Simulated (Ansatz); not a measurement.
Consider Tl.

The calculation's input:

```
crystal:
  lattice:
    - [-1.941, 1.941, 1.941]
    - [1.941, -1.941, 1.941]
    - [1.941, 1.941, -1.941]
  atoms:
    - { symbol: Tl, position: [0.0, 0.0, 0.0] }
kpoints:
  mp_grid: { grid: [13, 13, 13] }
  band_path:
    path:
      - [0.0, 0.0, 0.0]
      - [0.5, -0.5, 0.5]
      - [0.0, 0.0, 0.5]
      - [0.0, 0.0, 0.0]
      - [0.25, 0.25, 0.25]
      - [0.5, -0.5, 0.5]
      - [0.25, 0.25, 0.25]
      - [0.0, 0.0, 0.5]
    npoints: 5
scf:
  occupations: { method: fermi_dirac, width: 0.05 }
hamiltonian:
  xc: pbesol
  pseudopotentials: { kind: paw }
output:
  forces: true
  stress: true
  eigenvalues: true
  efg: { contact_densities: true }
  write_density: true
  write_potential: true
  elf: true
  volumetric_format: npy
```

Launched as:

```sh
ansatz run input.yaml --threads 1 --pin off --max-ram 2048MiB --backend cpu --events-out ev --progress --plain --runs-dir out
```

Below, planes, directions and counts refer to the conventional cell (a = 3.88 Å, b = 3.88 Å, c = 3.88 Å, α = 90.00°, β = 90.00°, γ = 90.00°).

Space group Im-3m; computed without spin polarisation.

Computed with DFT, PBEsol, PAW with Ansatz's default frozen-core files, scalar-relativistic (Ansatz).

**What can the converged valence pseudo-density and electron localisation function tell about the bonding?**

Tl–Tl (3.36 Å): the density is about 0.13 e/Å³ at the midpoint; the ELF is about 0.20 at the midpoint (no localised pair shows between them).

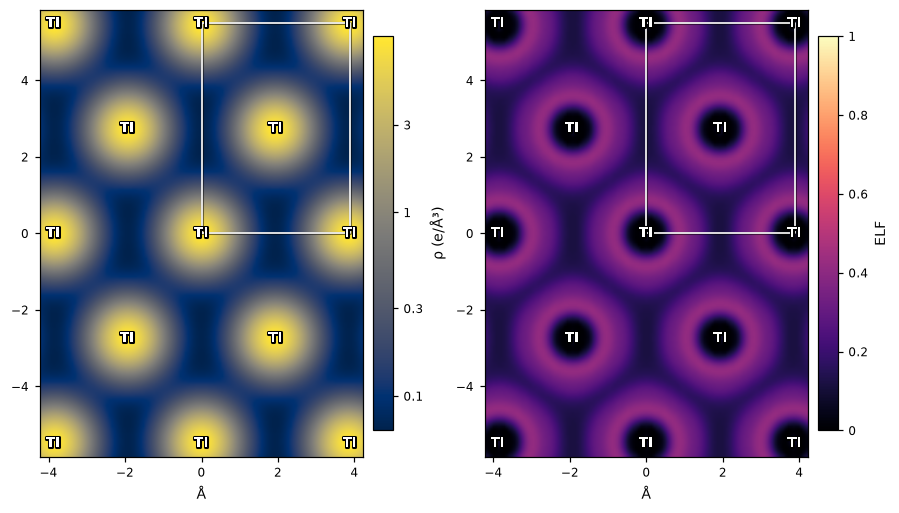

Computed valence pseudo-density and electron localisation function on the (110) plane of the conventional cell, in this order. 
